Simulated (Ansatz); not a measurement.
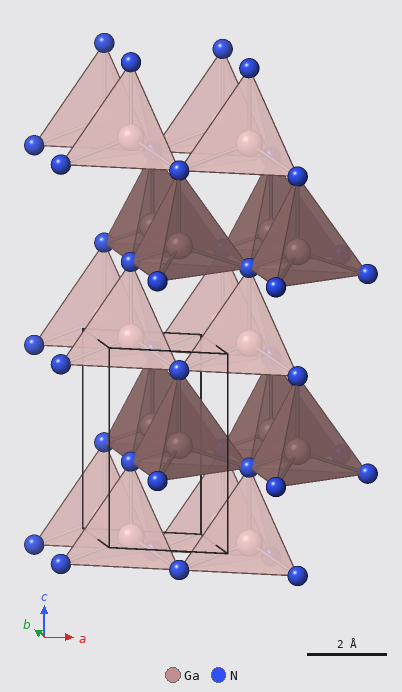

This is solid GaN (set up in P6_3mc). The picture is a polyhedral view of the cell of the calculation, repeated 2 × 2 × 2 with one cell outlined, seen slightly off an axis.

All numbers below come from Ansatz, DFT r2SCAN, scalar-relativistic, plane waves, PAW. (plane-wave cutoff 500 eV; k-point mesh 12 × 12 × 6; occupations gaussian; smearing width 0.02 eV; no spin polarisation)

The variant: The volume is changed by −12.0 %. The atoms are relaxed in that cell.

Input file:
```yaml
crystal:
  lattice:
    - [3.0501551024, 0.0, 0.0]
    - [-1.5250775512, 2.6415118042, 0.0]
    - [0.0, 0.0, 4.9678688852]
  atoms:
    - { symbol: Ga, position: [0.3333333333, 0.6666666667, -0.0007398723] }
    - { symbol: Ga, position: [0.6666666667, 0.3333333333, 0.4992601277] }
    - { symbol: "N", position: [0.3333333333, 0.6666666667, 0.3757398723] }
    - { symbol: "N", position: [0.6666666667, 0.3333333333, 0.8757398723] }
basis:
  ecutwfc: 500
kpoints:
  mp_grid: { grid: [12, 12, 6] }
hamiltonian:
  xc: r2scan
scf:
  occupations: { method: gaussian, width: 0.02 }
output:
  forces: true
  stress: true
  eigenvalues: true
  write_density: true
  write_potential: true
  elf: true
  volumetric_format: npy
relax:
  adjacent_minimum: "off"
  f_tol: 0.01
  max_steps: 30
  cell: { stress_tol: 0.1, fix: [volume] }
```

Launched with:
```bash
ansatz run input.yaml --threads 1 --pin off --max-ram 2560MiB --backend cpu --events-out ev --progress --plain --runs-dir out
```

> What is the effect?

It costs 126 meV per atom. Pressure: 0.0 GPa before, 33.1 GPa after. The gap on the k-mesh goes from 2.35 to 3.24 eV. Cell: a = b 3.183 → 3.050 Å (−4.2 %), c 5.184 → 4.968 Å (−4.2 %). Volume −12.0 %. No atom moves by more than 0.005 Å relative to the cell. Among the bonded contacts that change: Ga–N 1.947 → 1.865 to 1.870 Å. The space group stays P6_3mc (No. 186).

The changed structure in the same view:

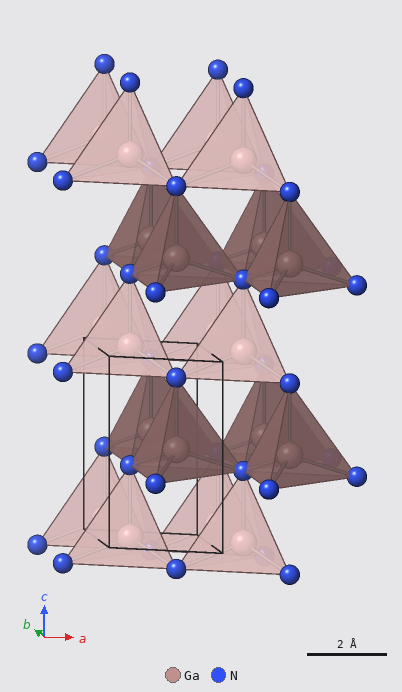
